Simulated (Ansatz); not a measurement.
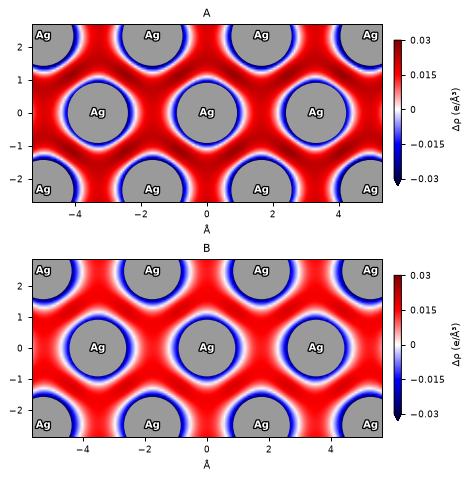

Ag: deformation density on the (011) plane of the conventional cell at two volumes, with the same fractional coordinates and one colour scale. Grey discs cover the cores.

Space group Im-3m. This isn't the usual form at ambient conditions. The cell comes from a database of computed structures, not from a measurement.

Theory: DFT PBEsol, scalar-relativistic, plane waves, PAW in Ansatz 0.2.0.

Question: Which panel is the larger cell, by how much, and what changes?

Answer: B is the larger cell: B has 120 % of the volume of A. From A to B, Ag–Ag goes from 2.87 to 3.05 Å, and Δρ at its midpoint from +0.03 to +0.019 e/Å³. The pressure is −7 GPa in A and −14 GPa in B. The rearranged charge is 0.21 e an atom in A and 0.19 e in B.
